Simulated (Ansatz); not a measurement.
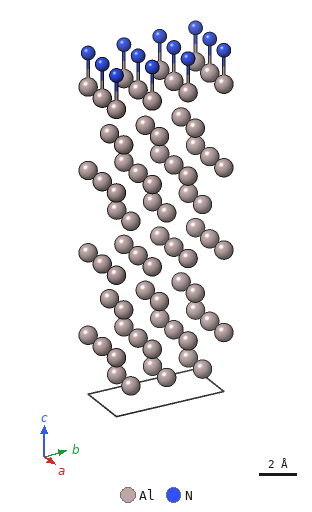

Starting structure of a slab of composition Al₈N (cut from the P6_3/mmc phase). The picture is a ball-and-stick view of the 2 × 3 repeat of the cell, outlined in the plane, without the vacuum, seen slightly off an axis.

Case: N put at a top Al site. The slab is the (0 0 1) face of Al with N on it. 4 atoms are held fixed.

These are results of DFT PBEsol, scalar-relativistic, plane waves, PAW in Ansatz, not measurements.

The input:
```yaml
crystal:
  lattice:
    - [2.8362844918, 0.0, 0.0]
    - [-1.4181422459, 2.4562944222, 0.0]
    - [0.0, 0.0, 35.3137615486]
  atoms:
    - { symbol: Al, position: [0.3333333333, 0.6666666667, 0.2406993655] }
    - { symbol: Al, position: [0.0, 0.0, 0.3066945262] }
    - { symbol: Al, position: [0.6666666667, 0.3333333333, 0.3726896867] }
    - { symbol: Al, position: [0.0, 0.0, 0.4386848473] }
    - { symbol: Al, position: [0.3333333333, 0.6666666667, 0.5041562487] }
    - { symbol: Al, position: [0.0, 0.0, 0.570437369] }
    - { symbol: Al, position: [0.6666666667, 0.3333333333, 0.6367922388] }
    - { symbol: Al, position: [0.0, 0.0, 0.7041304568] }
    - { symbol: "N", position: [0.0, 0.0, 0.7585001959] }
basis:
  ecutwfc: 420
kpoints:
  mp_grid: { grid: [12, 12, 1] }
hamiltonian:
  xc: pbesol
scf:
  occupations: { method: gaussian, width: 0.1 }
output:
  forces: true
  eigenvalues: true
  write_density: true
  write_potential: true
  elf: true
  volumetric_format: npy
relax:
  adjacent_minimum: "off"
  f_tol: 0.03
  max_steps: 70
  constraints: [{ sites: [0, 1, 2, 3] }]
efield:
  axis: 3
  dipole_correction: true
  ramp_width: 0.04
```

Run as
```bash
ansatz run input.yaml --threads 1 --pin off --max-ram 2560MiB --backend cpu --events-out ev --progress --plain --runs-dir out
```

Predict the outcome.

The largest move is that of N9, 0.35 Å along the normal (−c). Largest moves by element: N 0.35 Å, Al 0.26 Å. The cell stays as it was. Some distances before and after: Al8–N9 1.920 → 1.827 Å. The energy falls by 94.5 meV per cell of the calculation in 3 accepted moves (4 points after the start). The largest force component goes from 1.2 to 0.015 eV/Å. 1 step only repeated the SCF at the same geometry. The run took 25 s on 1 thread of AMD EPYC 9R45 96-Core Processor (Zen 5), on a shared host, peak memory 0.51 GiB.

After the run, drawn alike:

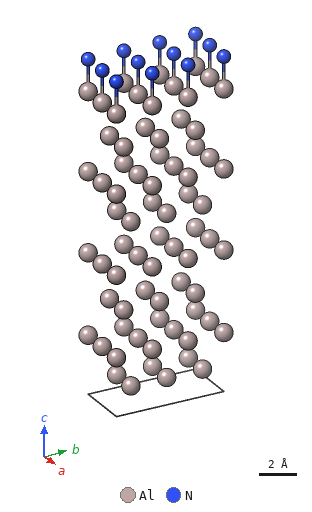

Limits of the set-up: the cell has an odd number of electrons but was run without spin polarisation; the periodic images lie only 2.8 Å apart, so the values are limited by the cell's size.
